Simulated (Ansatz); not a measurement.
A series of calculations on TiO$_{2}$

## 1. Relaxation

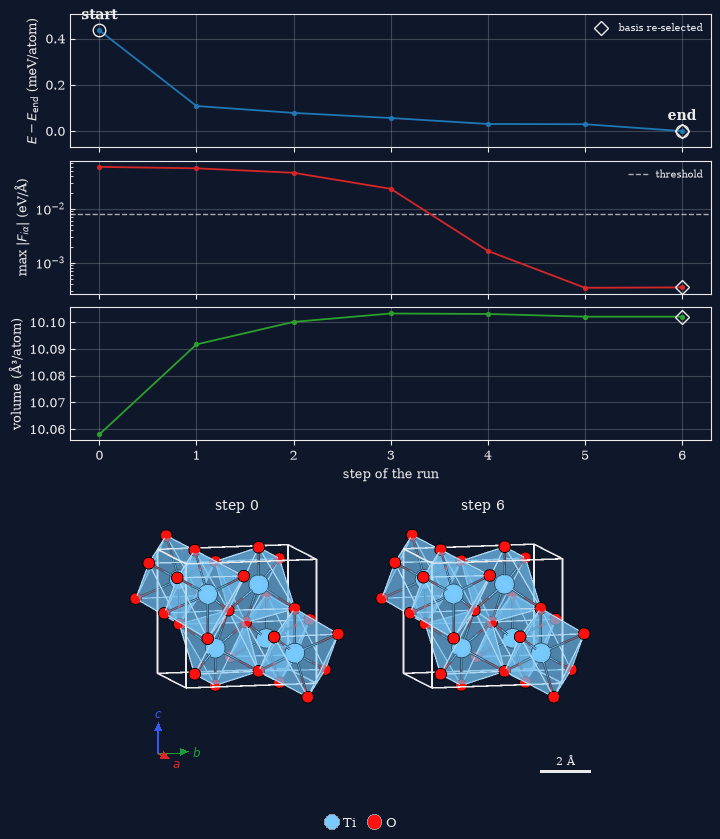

First and last geometry of a relaxation of a crystal of TiO2 (set up in Pbcn), with the history of the run. A polyhedral model of the cell of the calculation, seen slightly off an axis.

Case: biaxial strain in the a-b plane of -2.0 %; c and atoms relaxed.

These are results of DFT r2SCAN+U, scalar-relativistic, plane waves, PAW in Ansatz 0.2.0, not measurements. Set-up: plane-wave cutoff 500 eV; k-point mesh 6 × 4 × 6; occupations gaussian; smearing width 0.02 eV; U Ti 4.0 eV; no spin polarisation; cell relaxed at fixed a, b, gamma; force threshold 0.008 eV/Å; at most 40 steps.

Read the history and describe the run.

It converged. Over 5 accepted moves (6 points after the start) the energy falls by 0.4 meV per atom. Largest force component: 0.06 eV/Å at the start, 0.00035 eV/Å at the end. Pressure: 7.01 GPa at the start and 5.67 GPa at the end. The SCF was repeated once at an unchanged geometry on a basis and grid sized afresh for the cell, which shifted the energy by less than 0.05 meV per atom at most. The largest moves relative to the cell, 0.010 Å, are those of Ti atoms. By element the largest moves are Ti 0.010 Å, O 0.005 Å. Cell: a unchanged at 4.465 Å, b unchanged at 5.399 Å, c 5.007 → 5.028 Å (+0.4 %). Volume +0.4 %. Among the contacts that change: O–Ti 1.890 → 1.899 Å. The space group stays Pbcn (No. 60).

## 2. Relaxation

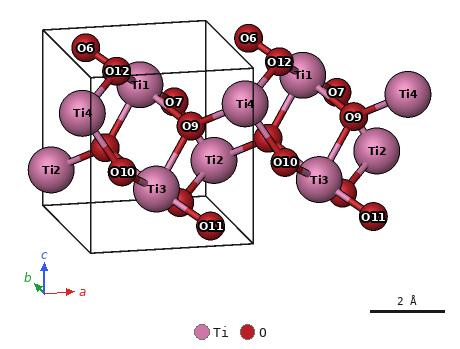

This is the input geometry for a relaxation of a crystal of TiO2 (set up in Pbcn). The picture is a ball-and-stick view of the cell of the calculation, repeated 2 × 1 × 1 with one cell outlined, seen slightly off an axis.

The calculation used Ansatz 0.2.0, DFT r2SCAN+U, scalar-relativistic, plane waves, PAW.

Input file:
```yaml
crystal:
  lattice:
    - [4.54534955, 0.0, 0.0]
    - [0.0, 5.51961944, 0.0]
    - [0.0, 0.0, 4.90919686]
  atoms:
    - { symbol: Ti, position: [0.5, 0.67299093, 0.75] }
    - { symbol: Ti, position: [0.0, 0.82700907, 0.25] }
    - { symbol: Ti, position: [0.5, 0.32700907, 0.25] }
    - { symbol: Ti, position: [0.0, 0.17299093, 0.75] }
    - { symbol: O, position: [0.72854938, 0.61827536, 0.08135092] }
    - { symbol: O, position: [0.22854938, 0.88172464, 0.91864908] }
    - { symbol: O, position: [0.77145062, 0.88172464, 0.58135092] }
    - { symbol: O, position: [0.27145062, 0.61827536, 0.41864908] }
    - { symbol: O, position: [0.72854938, 0.38172464, 0.58135092] }
    - { symbol: O, position: [0.22854938, 0.11827536, 0.41864908] }
    - { symbol: O, position: [0.77145062, 0.11827536, 0.08135092] }
    - { symbol: O, position: [0.27145062, 0.38172464, 0.91864908] }
basis:
  ecutwfc: 500
kpoints:
  mp_grid: { grid: [6, 4, 6] }
hamiltonian:
  xc: r2scan
  hubbard: { sites: [{ species: Ti, l: d, u_eff: 4.0 }] }
scf:
  occupations: { method: gaussian, width: 0.02 }
output:
  forces: true
  stress: true
  eigenvalues: true
  write_density: true
  write_potential: true
  elf: true
  volumetric_format: npy
relax:
  adjacent_minimum: "off"
  f_tol: 0.005
  max_steps: 80
  cell: { stress_tol: 0.05 }
```

Command:
```bash
ansatz run input.yaml --threads 2 --pin off --max-ram 5120MiB --backend cpu --events-out ev --progress --plain --runs-dir out
```

Predict the outcome.

Answer. The largest moves relative to the cell, 0.024 Å, are those of Ti1, Ti2, Ti3 and Ti4. Ti2 goes along +b. By element the largest moves are Ti 0.024 Å, O 0.012 Å. Cell: a 4.545 → 4.556 Å (+0.2 %), b 5.520 → 5.509 Å (−0.2 %), c 4.909 → 4.947 Å (+0.8 %). Volume +0.8 %. Near-neighbour distances that change, for instance: Ti1–O6 1.880 → 1.909 Å, Ti1–O12 2.085 → 2.059 Å, Ti1–Ti3 3.110 → 3.093 Å, Ti1–O5 1.954 → 1.959 Å. The space group stays Pbcn (No. 60). After 5 accepted moves (6 points after the start) the energy has fallen by 2.5 meV per atom. The largest force component goes from 0.22 to 0.00052 eV/Å. Pressure: 2.62 GPa at the start and −0.02 GPa at the end. The SCF was repeated once at an unchanged geometry on a basis and grid sized afresh for the cell, which shifted the energy by 0.1 meV per atom at most. The run took 4 min on 2 threads of Arm Neoverse V1 (shared host), peak memory 1.2 GiB.

## 3. A change

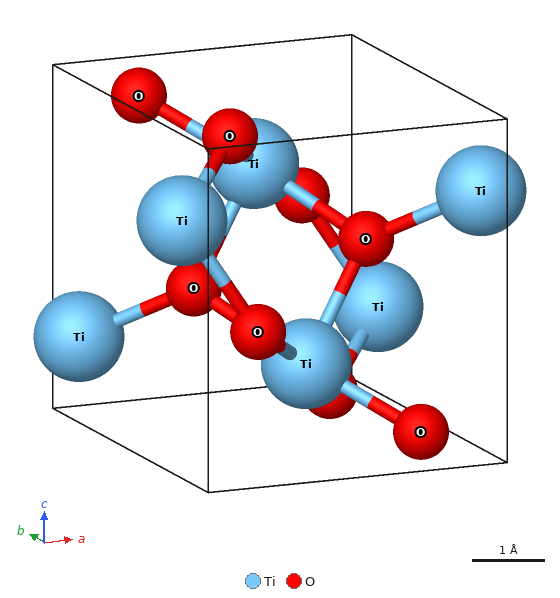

This is solid TiO$_{2}$ (set up in Pbcn). A ball-and-stick model of the cell of the calculation, seen slightly off an axis.

These are results of DFT r2SCAN+U, scalar-relativistic, plane waves, PAW in Ansatz, not measurements. Settings: plane-wave cutoff 500 eV; k-point mesh 6 × 4 × 6; occupations gaussian; smearing width 0.02 eV; U Ti 4.0 eV; no spin polarisation.

The variant: Biaxial strain in the a–b plane, −2.0 %, is applied. The c axis and the atoms are relaxed.

Q: What does the calculation give for the changed structure?

A: The energy rises by 10.7 meV per atom. The pressure goes from 0.0 to 5.7 GPa. The principal stresses (compression positive) are 9.2 GPa along b, 7.8 GPa along a, none along the third axis. Cell: a 4.556 → 4.465 Å (−2.0 %), b 5.509 → 5.399 Å (−2.0 %), c 4.947 → 5.028 Å (+1.6 %). Volume −2.4 %. The largest moves relative to the cell, 0.021 Å, are those of Ti atoms. Largest moves by element: Ti 0.021 Å, O 0.010 Å. Among the bonded contacts that change: O–Ti 2.059 → 2.020 Å, O–Ti 1.909 → 1.899 Å. The space group stays Pbcn (No. 60).

Drawn alike, the variant:

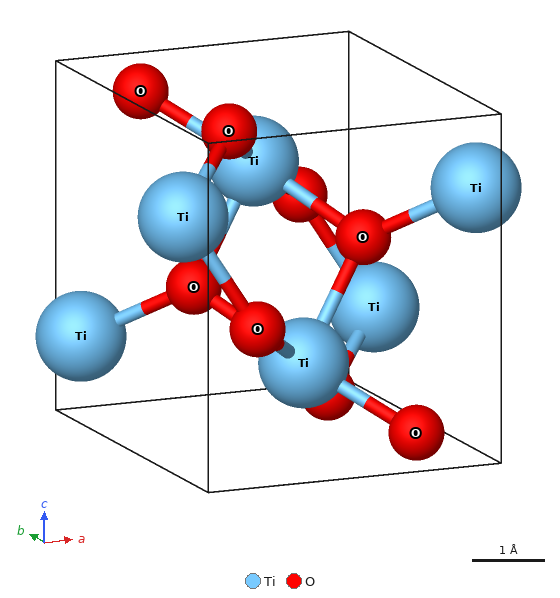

## 4. Series

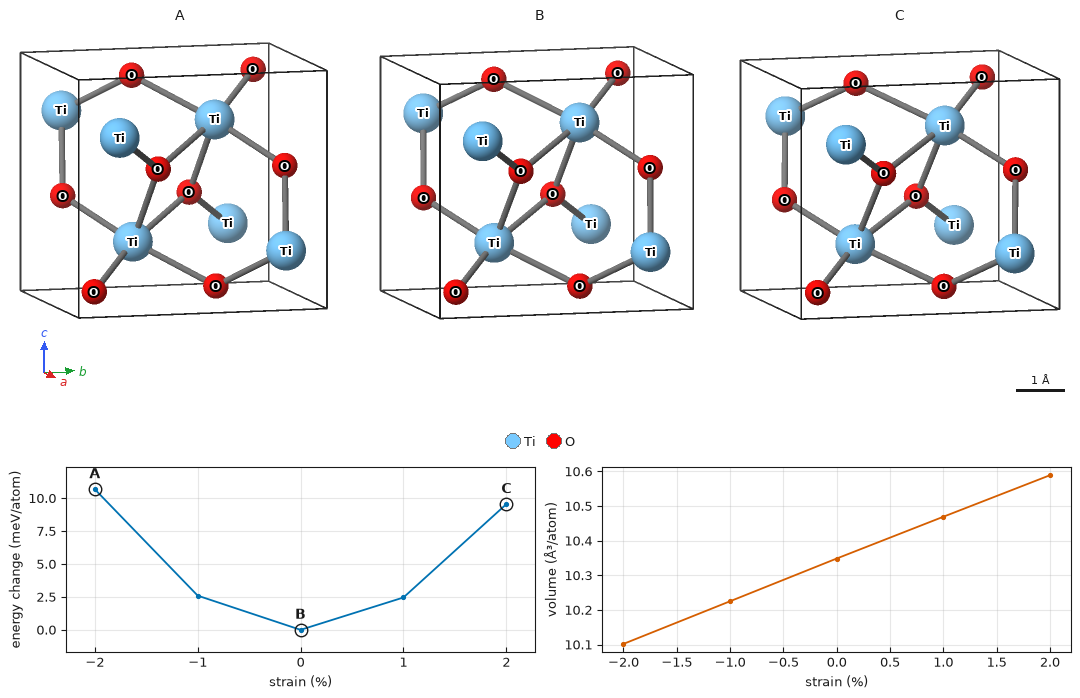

Members of a series of calculations on a crystal of TiO$_{2}$ (set up in Pbcn), marked on the first curve. A ball-and-stick model of the cell of the calculation, seen slightly off an axis.

Computed with Ansatz, DFT r2SCAN+U, scalar-relativistic, plane waves, PAW. Set-up: plane-wave cutoff 500 eV; k-point mesh 6 × 4 × 6; occupations gaussian; smearing width 0.02 eV; U Ti 4.0 eV; no spin polarisation.

**Describe the series.**

Biaxial strain in the a–b plane, c and atoms relaxed. A (strain −2.0 %): energy change 10.7 meV/atom, volume 10.10 Å³ per atom. B (strain 0.0 %): energy change 0.0 meV/atom, volume 10.35 Å³ per atom. C (strain 2.0 %): energy change 9.5 meV/atom, volume 10.59 Å³ per atom. The rest compares A with C. The drawn cell changes as follows: a 4.465 → 4.647 Å (+4.1 %), b 5.399 → 5.619 Å (+4.1 %), c 5.028 → 4.866 Å (−3.2 %); the volume changes by +4.8 %. Among the bonded contacts that change: O–Ti 2.020 → 2.107 Å, O–Ti 1.899 → 1.915 Å, O–Ti 1.963 → 1.956 Å.
